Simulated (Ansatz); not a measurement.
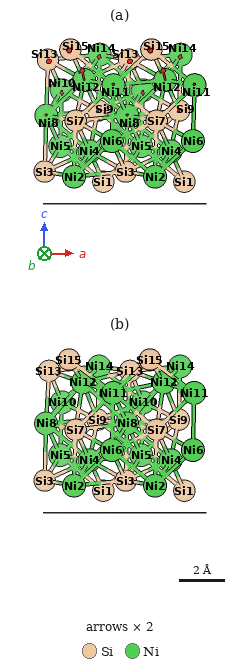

The structure of a slab of composition Si2Ni3 (cut from the P6_3/mmc phase) before (top) and after (bottom) a constrained relaxation, at one scale. The red arrows give the displacements, 2 times their true length.

A ball-and-stick model of the 2 × 1 repeat of the cell, outlined in the plane, without the vacuum (origin shifted), seen along the b axis.

Case: clean slab, lower half held. The slab is the (1 0 1) face of SiNi2. 7 atoms are held fixed.

The calculation used Ansatz 0.2.0, DFT PBEsol, scalar-relativistic, plane waves, PAW. Set-up: plane-wave cutoff 420 eV; k-point mesh 8 × 5 × 1; occupations gaussian; smearing width 0.1 eV; no spin polarisation; dipole correction; atoms relaxed in a fixed cell; force threshold 0.03 eV/Å; at most 70 steps.

Question: What changed between the two?

Answer: Over 5 accepted moves (6 points after the start) the energy falls by 0.383 eV per cell of the calculation. The largest force component goes from 0.95 to 0.014 eV/Å. 1 step only repeated the SCF at the same geometry. The largest move is that of Ni12, 0.37 Å at 34° to the normal (+c side). By element the largest moves are Ni 0.37 Å, Si 0.21 Å. The cell doesn't change. Near-neighbour distances that change, for instance: Si13–Si15 3.322 → 2.947 Å, Si9–Ni12 2.458 → 2.760 Å, Ni8–Ni12 2.549 → 2.739 Å, Ni12–Si15 2.458 → 2.283 Å. Bond angles that change, for instance: Ni14–Si15–Ni14 98.7° → 102.5°, Ni11–Si15–Ni14 128.0° → 131.1°, Ni10–Si15–Ni14 64.0° → 66.5°. The run took 4.1 min on 4 threads of Intel(R) Xeon(R) Platinum 8488C (Sapphire Rapids), with other jobs on the host, peak memory 2 GiB.

Limits of the set-up: an element that often carries a moment was run without spin polarisation.
